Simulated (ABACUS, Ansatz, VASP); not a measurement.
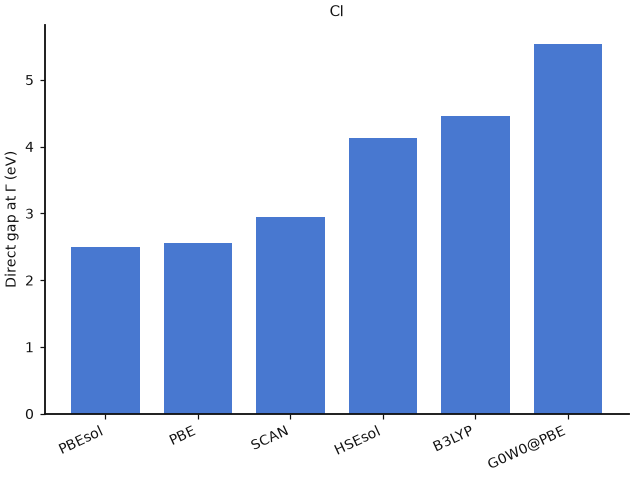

Direct gap at Γ, by several methods on one cell of Cl, space group Cmce (No. 64), 4 atoms in the primitive cell; a = 3.87 Å, b = 3.87 Å, c = 8.21 Å, α = 90.00°, β = 90.00°, γ = 71.16°. All runs are without spin-orbit coupling and carry no moments. The smallest gap is indirect or lies off these points.

**How do the methods rank at Γ?**

From low to high: PBEsol 2.49, PBE 2.55, SCAN 2.94, HSEsol 4.13, B3LYP 4.46, G0W0@PBE 5.54 eV.

| method | program | Γ (eV) |
| --- | --- | --- |
| PBEsol | Ansatz | 2.49 |
| PBE | Ansatz | 2.55 |
| SCAN | ABACUS | 2.94 |
| HSEsol | Ansatz | 4.13 |
| B3LYP | Ansatz | 4.46 |
| G0W0@PBE | VASP | 5.54 |

Settings. PBEsol: Ansatz PAW, 7×7×4 k mesh, 420 eV cutoff, Fermi-Dirac smearing of 0.05 eV (Ansatz 0.2.0). PBE: Ansatz PAW, 7×7×4 k mesh, 420 eV cutoff, Fermi-Dirac smearing of 0.05 eV (Ansatz). SCAN: SG15 ONCV 1.2 PBE, 5×5×3 k mesh, 816 eV cutoff, Fermi-Dirac smearing of 0.05 eV (ABACUS). HSEsol: Ansatz PAW, 4×4×2 k mesh, 420 eV cutoff, Fermi-Dirac smearing of 0.05 eV (Ansatz 0.2.0). B3LYP: Ansatz PAW, 4×4×2 k mesh, 420 eV cutoff, Fermi-Dirac smearing of 0.05 eV (Ansatz 0.2.0). G0W0@PBE: PBE, VASP PAW PBE potentials, release 64 (Cl_GW), 4×4×2 k mesh, 500 eV cutoff, Gaussian smearing of 0.01 eV (VASP), G0W0 with GW iterations 1, cutoff of the response function 120 eV, frequency points 50 and empty bands 346.

These are six of the 27 methods that were run on this cell. The runs come from different programs and meshes, which adds differences of its own. PBEsol, HSEsol and B3LYP: the PAW data sets were made with another functional. LDA, GGA and most meta-GGA functionals understate gaps. HSEsol and B3LYP: the k mesh is coarse, so the values aren't converged, least of all with exact exchange. SCAN: the potentials were made for another functional. G0W0@PBE: the k mesh is coarse, so the values aren't converged. G0W0@PBE: bands, screening cutoff and mesh are small and nothing is extrapolated, so the quasiparticle values aren't converged. Over all k points computed the smallest gap is 2.43 eV in PBEsol (mesh alone), 2.49 eV in PBE (mesh alone), 2.89 eV in SCAN (mesh alone), 4.02 eV in HSEsol, 4.35 eV in B3LYP and 5.41 eV in G0W0@PBE (mesh alone), and a mesh with an odd division can miss a smaller one. The GW values are at finite bands, cutoffs and mesh, short of the basis limit.
